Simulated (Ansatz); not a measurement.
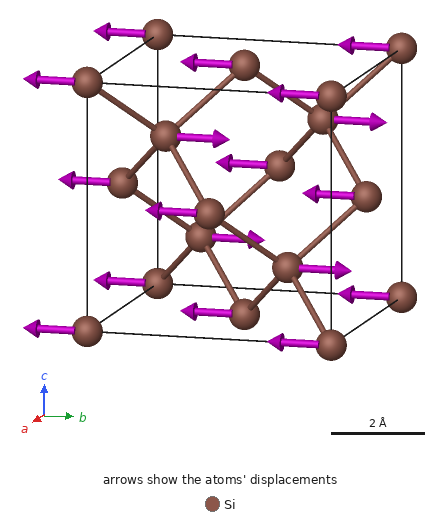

One vibrational mode of crystalline Si (a generated structure) at the zone centre. The purple arrows give the relative displacements of the atoms. Style: ball-and-stick. Shown: the conventional cell (4 times the calculation's cell), slightly off an axis. Lengths and directions refer to the drawn axes.

The calculation used DFT PBE, scalar-relativistic, plane waves, PAW in Ansatz 0.2.0. Settings: plane-wave cutoff 420 eV; k-point mesh 8 × 8 × 8; occupations fixed; no spin polarisation.

Frequencies are those without the non-analytic (LO–TO) term.

> Give the symmetry, activity and frequency of this mode.

This is the T₂g mode (triply degenerate; one member of the set is drawn) at 503 cm⁻¹, the only optical level, Raman-active by symmetry. All motion is along b; atoms of one kind move against one another, with no net shift of their sublattice.
